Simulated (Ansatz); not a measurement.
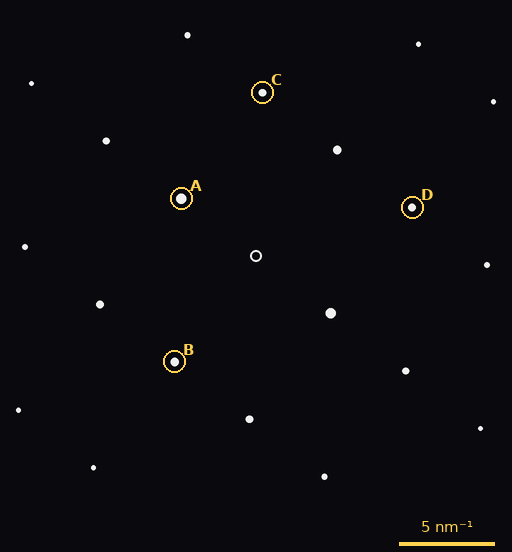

Computed electron diffraction pattern, 200 kV, single scattering only, B = 0.8 Å². The zone axis points towards the electron source and the pattern is seen from the source side.

Crystal: Cu, space group Im-3m (No. 229), a = 2.84 Å. Structure: the input geometry of an electronic-structure calculation (not necessarily at equilibrium); the starting structure was generated, so it need not be a known form of this composition.

Spot A is indexed -1 1 0 and spot B 0 0 2.

### Index the other marked spots.

C = A − B = -1 1 -2 (d = 1.160 Å). D = −A − B = 1 -1 -2 (d = 1.160 Å).

### Find the zone axis.

The cross product of A and B is parallel to [110]; every spot obeys hu + kv + lw = 0.

### What are the spacings of A and B and the angle between them?

d(A) = 2.010 Å, d(B) = 1.421 Å, and the angle is 90.0°.
